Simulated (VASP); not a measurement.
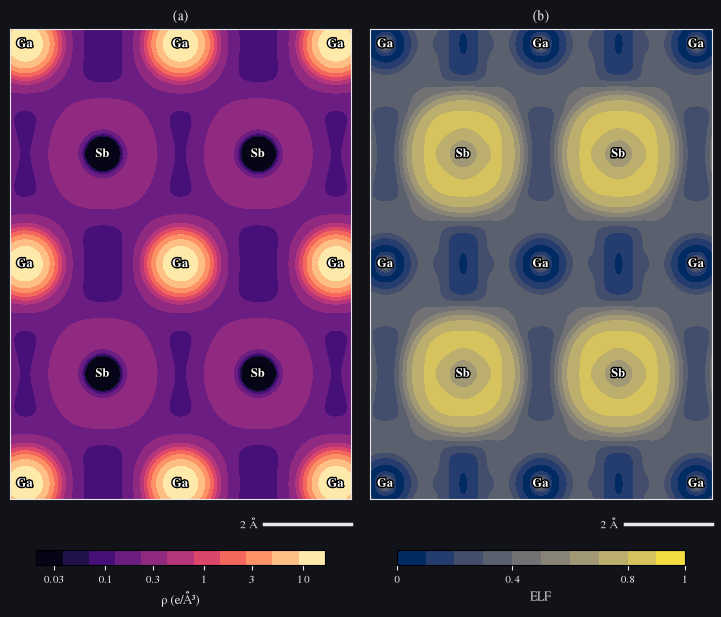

*GaSb. (a) valence electron density; (b) electron localisation function on the (101) plane of the conventional cell.*

Space group Pm-3m; a generated structure, not necessarily the stable one.

Level of theory: Kohn-Sham DFT of a periodic cell, r2SCAN, VASP PAW PBE potentials, recommended (VASP 6.6.1).

Core electrons are frozen (PAW), and the valence fields are smoothed inside the atomic spheres.

Question: Read the bonding off the picture.

Answer: Atoms in the plane: Ga and Sb.
Ga–Sb (3.10 Å): the density is about 0.19 e/Å³ at the midpoint; the ELF is about 0.45 at the midpoint.
Between the atoms the lowest density in this plane is 0.07 e/Å³.
